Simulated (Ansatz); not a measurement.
System: zincblende AlAs, space group F-43m, 2 atoms in the primitive cell; cubic a = 5.661 Å. Run without spin-orbit coupling: PBE, Ansatz PAW set, 10×10×10 k mesh, 420 eV cutoff, Fermi-Dirac smearing of 0.05 eV (Ansatz 0.2.0). Run with it: PBE, Ansatz PAW set, 10×10×10 k mesh, 420 eV cutoff, Fermi-Dirac smearing of 0.05 eV (Ansatz). Neither carries moments.

Without spin-orbit coupling the direct gap is 2.05 eV at Γ.

**What does spin-orbit coupling change near the gap?**

The threefold valence top at Γ (six states with spin) splits into a fourfold level on top and a twofold one 0.30 eV below it, the split-off level. The vertical gap goes from 2.05 to 1.96 eV at Γ. A third of the splitting is 0.10 eV, which accounts for the change at Γ: the fourfold level rises by about that much. The smallest gap over all k points computed narrows from 1.45 eV (valence top at Γ, conduction bottom at X) to 1.35 eV.

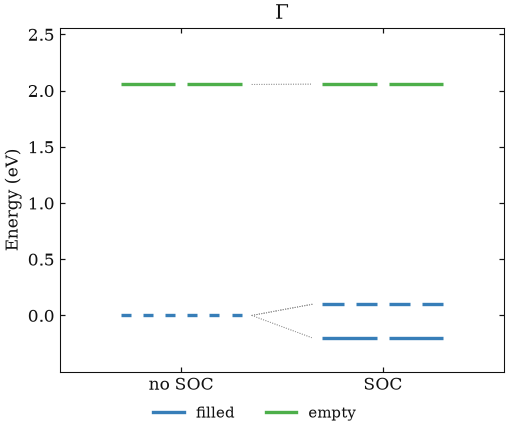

Levels at Γ, each bar one state with spin counted. Zero is the valence top without spin-orbit coupling, and the two sets are aligned on the mean of the six top valence states at Γ.

LDA, GGA and most meta-GGA functionals understate gaps.
